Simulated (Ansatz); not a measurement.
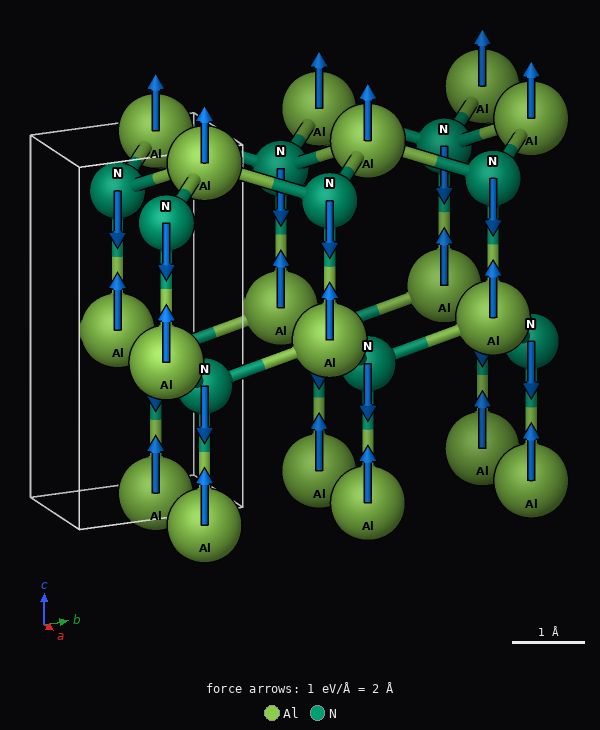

A changed version of crystalline AlN (set up in P6_3mc), with the computed forces as blue arrows. Besides, the cell is strained by +3.0 % along c and none across it (volume +3.0 %). A ball-and-stick model of the cell of the calculation, repeated 2 × 3 × 1 with one cell outlined, seen slightly off an axis.

Theory: Ansatz 0.2.0, DFT, PBEsol, PAW with Ansatz's default frozen-core files, scalar-relativistic. Set-up: plane-wave cutoff 420 eV; k-point mesh 11 × 11 × 6; occupations fermi dirac; smearing width 0.02 eV; no spin polarisation.

> How do the forces relate to the distortion?

The atoms keep their fractional coordinates. No relaxation follows. It costs 13.0 meV per atom. The pressure goes from 0.6 to −4.5 GPa. The principal stresses (compression positive) are −12.1 GPa along c and −0.7 GPa across it. The largest forces, 0.42 eV/Å, act on Al and N. The gap on the k-mesh: 4.07 eV before, 3.88 eV after. Some distances before and after: Al–N 1.917 → 1.974 Å, Al–N 1.885 → 1.890 Å. The space group stays P6_3mc (No. 186).
